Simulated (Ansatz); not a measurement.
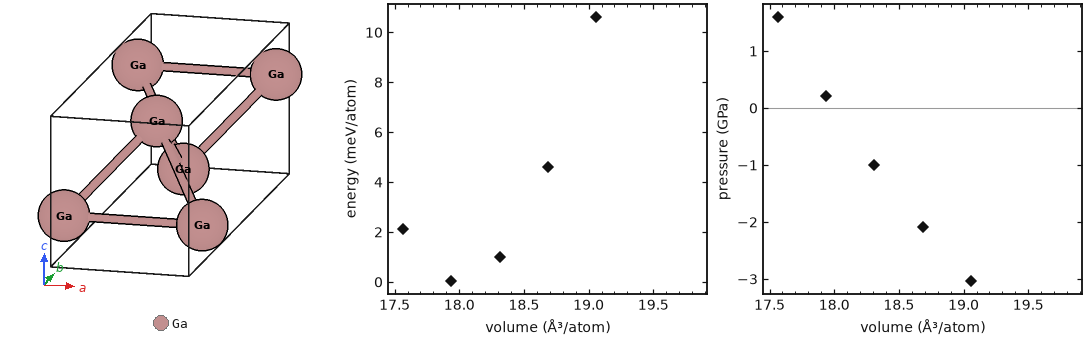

Plotted: energy and pressure against volume for Ga, space group Cmcm (No. 63). The conventional cell is drawn beside the plot.

Cell as given: a = 4.316 Å, b = 4.316 Å, c = 3.170 Å, α = 90.00°, β = 90.00°, γ = 140.74°; 2 atoms.

How it was computed, with Ansatz 0.2.0: all-electron LAPW DFT, no spin polarisation; energies at scaled volumes of the given cell, shape and fractions fixed, counted from the fit's minimum, third-order Birch-Murnaghan fit. Level: PBEsol.

k mesh 10×10×8; occupations Fermi–Dirac; smearing width 0.05 eV; potentials all electron LAPW, scalar relativistic; program settings basis error eV/atom 0.001.

The points at volume 19.43 Å³/atom and 19.81 Å³/atom are left out of the plot. What values does the calculation give there?

| volume (Å³/atom) | energy (meV/atom) | pressure (GPa) |
| --- | --- | --- |
| 19.43 | 18.69 | −3.86 |
| 19.81 | 28.57 | −4.59 |

Caveats: shape and atomic fractions are frozen while scaling, which makes layered, chain and framework solids too stiff.
